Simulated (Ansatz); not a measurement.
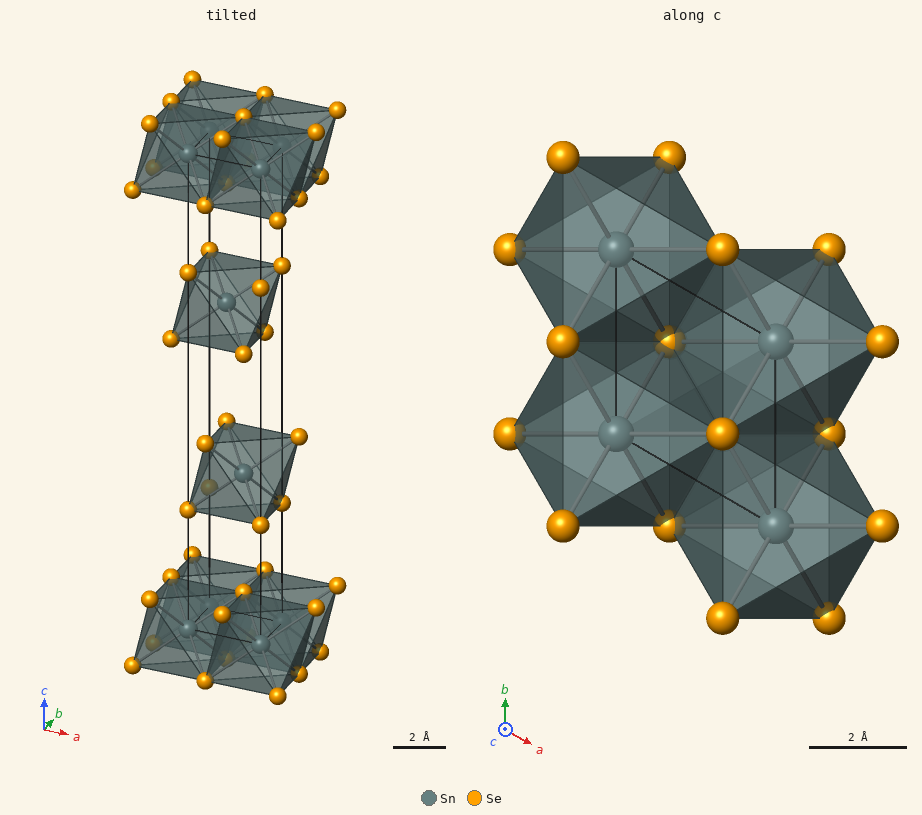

Polyhedral representation of a periodic structure, projected slightly off an axis and along the c axis. The conventional unit cell is outlined; an atom on or near a face, edge or corner is repeated at each equivalent position. A few atoms beyond the faces are included.

SnSe₂, cadmium chloride (CdCl₂) type, space group R-3m (No. 166), a = 3.825 Å, b = 3.825 Å, c = 19.005 Å, α = 90.00°, β = 90.00°, γ = 120.00°. Its origin is a structure type filled with these elements by a generator (whether the compound takes this form wasn't checked). Earlier steps of the study, as a rule a relaxation of our own, may have changed the cell and positions, so they can lie some per cent off the listed ones. Ansatz was used for an electronic-structure calculation on it.

This one geometry was computed with Ansatz (DFT, plane waves, PAW) at six levels of theory: PBE, HSE06, PBE with spin-orbit coupling, LDA, r2SCAN and PBE0.

### Which level gives the highest pressure at this volume, and what does that say about its equilibrium volume?

Highest: PBE (2.9 GPa) and PBE with spin-orbit coupling (2.9 GPa), which points to the largest equilibrium volume. Lowest, with the smallest volume: LDA (-1.5 GPa). Levels within 0.5 GPa of each other can't be told apart.

### How does the band gap change with the level of theory?

LDA: a gap of 0.14 eV, indirect; PBE: a gap of 0.31 eV, indirect; PBE with spin-orbit coupling: a gap of 0.32 eV, indirect; r2SCAN: a gap of 0.58 eV, indirect; HSE06: a gap of 0.96 eV, indirect; PBE0: a gap of 1.62 eV, indirect.

### Collect the results in a table.

| level | cutoff (eV) | k-mesh of the run's cell | gap (eV) | pressure (GPa) |
| --- | --- | --- | --- | --- |
| PBE | 420 | 8×8×8 | 0.31 | 2.9 |
| HSE06 | 420 | 6×6×6 | 0.96 | 0.1 |
| PBE with spin-orbit coupling | 420 | 8×8×8 | 0.32 | 2.9 |
| LDA | 420 | 8×8×8 | 0.14 | -1.5 |
| r2SCAN | 500 | 8×8×8 | 0.58 | 0.9 |
| PBE0 | 420 | 6×6×6 | 1.62 | 0.0 |

Gaps are taken on the k-mesh or band path of each run.
